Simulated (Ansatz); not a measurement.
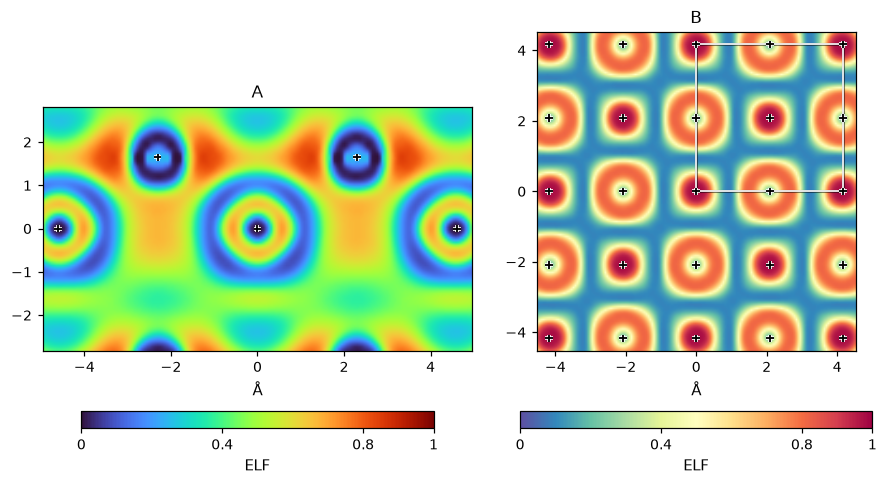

The electron localisation function of 2 systems, each on a plane through atoms (crosses mark nuclei in the plane).

Theory: Kohn-Sham DFT of a periodic cell, PBEsol, Ansatz PAW in Ansatz.

System 1: TiAl, the (110) plane of the conventional cell. Space group P-6m2; a structure from a database of computed crystals, not necessarily the ambient phase.

```cif
data_structure
_symmetry_space_group_name_H-M 'P 1'
_symmetry_Int_Tables_number 1
_cell_length_a 2.8508
_cell_length_b 2.8508
_cell_length_c 4.6125
_cell_angle_alpha 90.000
_cell_angle_beta 90.000
_cell_angle_gamma 120.000
_cell_volume 32.47
loop_
_atom_site_label
_atom_site_type_symbol
_atom_site_fract_x
_atom_site_fract_y
_atom_site_fract_z
_atom_site_occupancy
Ti1 Ti 0.00000 0.00000 0.00000 1
Al1 Al 0.33333 0.66667 0.50000 1
```

System 2: CoO, the (010) plane of the conventional cell. Space group Fm-3m; spin-polarised.

Q: Which map belongs to which system?

A: Panel A is system 1, TiAl: the plane holds Ti and Al. Ti–Al (2.83 Å): the ELF is about 0.40 at the midpoint. Panel B is system 2, CoO: the plane holds Co and O. Co–O (2.09 Å): the ELF peaks at about 0.80 in the valence shell of O, 0.6 Å from its nucleus, and is about 0.15 at the midpoint (no localised pair shows between them).
